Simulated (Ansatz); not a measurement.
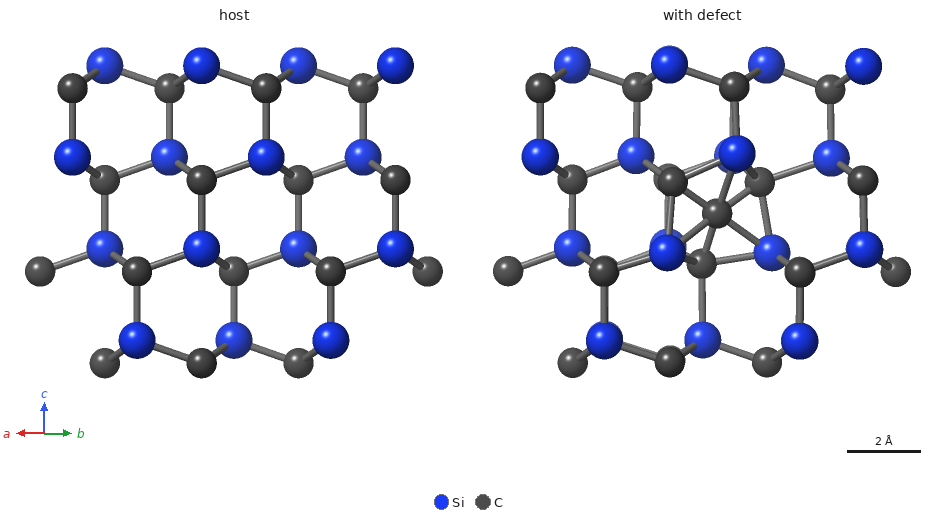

Left: perfect SiC. Right: the same region with one point defect, after relaxing the atoms in a supercell of 192 sites. Style: ball-and-stick. Shown: the atoms within 6.0 Å of one point, in a slice 4.2 Å thick across the line of sight, along [110].

The calculation used DFT, PBEsol, PAW, plane waves in Ansatz. Settings: plane-wave cutoff 420 eV; k-point mesh 1 × 1 × 1; mesh shifted by (0.25, 0.25, 0.25); no spin polarisation. Fermi-Dirac smearing of 0.01 eV. A uniform background neutralises the charged cell. The axes drawn are those of the host's conventional cell.

What kind of defect was made?

Answer. An extra carbon atom is put between the host's atoms (an interstitial).

The charge state of the cell is +2.

How does the lattice respond?

Answer. The C atom starts with 4 C at 1.88 to 1.89 Å, 6 Si at 2.18 Å around its place and ends with 3 C at 1.63 Å. Of the host's atoms, a carbon atom moves furthest from its site, by 0.21 Å. The C atom itself moves 0.85 Å from where it was put.

Limits of the set-up: the cell is charged, on a uniform background, and energies carry no finite-size correction.
